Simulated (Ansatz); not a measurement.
Consider SiC.

```
CELL_PARAMETERS angstrom
1.54466 2.66774 0.00000
-4.60734 2.65236 0.00000
0.00000 0.00000 5.04800
ATOMIC_POSITIONS crystal
Si 0.00000 0.66667 0.50000
Si 0.50000 0.16667 0.50000
Si 0.00000 0.33333 0.00000
Si 0.50000 0.83333 0.00000
C 0.00000 0.66667 0.88500
C 0.50000 0.16667 0.88500
C 0.00000 0.33333 0.38500
C 0.50000 0.83333 0.38500
```

Space group Cmc2₁; changed on purpose from its base cell (strain +0.0050 x Voigt [0, 0, 0, 0, 0, 1], atoms carried along); not relaxed (largest force 0.8 eV/Å); computed pressure about 4 GPa in this cell.

All numbers below come from Ansatz, DFT PBE, scalar-relativistic, plane waves, PAW.

Q: What can the converged valence pseudo-density and electron localisation function tell about the bonding?

A: Si–C (1.86 Å): the density is about 0.92 e/Å³ at the midpoint; the ELF peaks at about 0.95 between the atoms: a shared electron pair.
Si–C (1.94 Å): ρ at the midpoint is about 0.81 e/Å³; the ELF peaks at about 0.95 between the atoms, as expected for localised, covalent bonding.

Q: Does the calculation make it a metal, or give it a gap?

A: It is gapped, with a Kohn–Sham gap of 2.3 eV on the k-point mesh (the band edges may lie off the mesh, which would make the gap smaller).

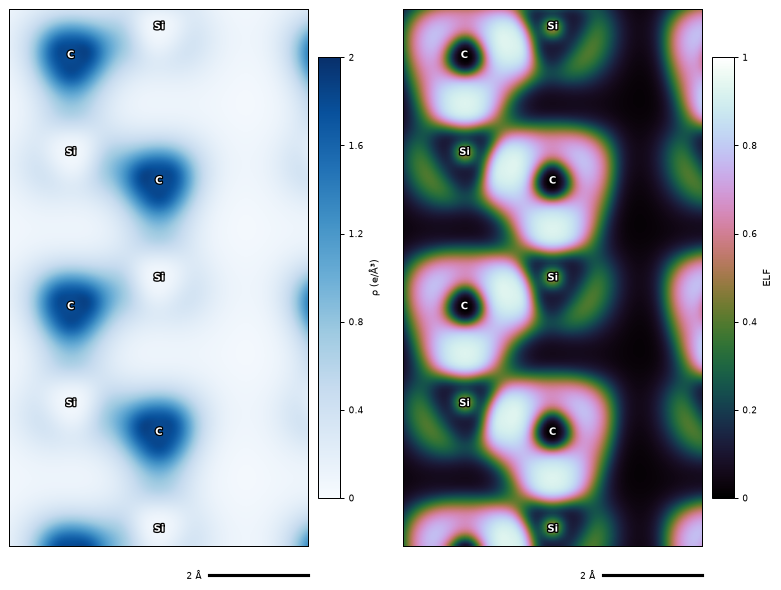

Computed valence pseudo-density and electron localisation function on the (100) plane of the conventional cell, in this order. 

Core electrons are frozen (PAW), and the valence fields are smoothed inside the atomic spheres.
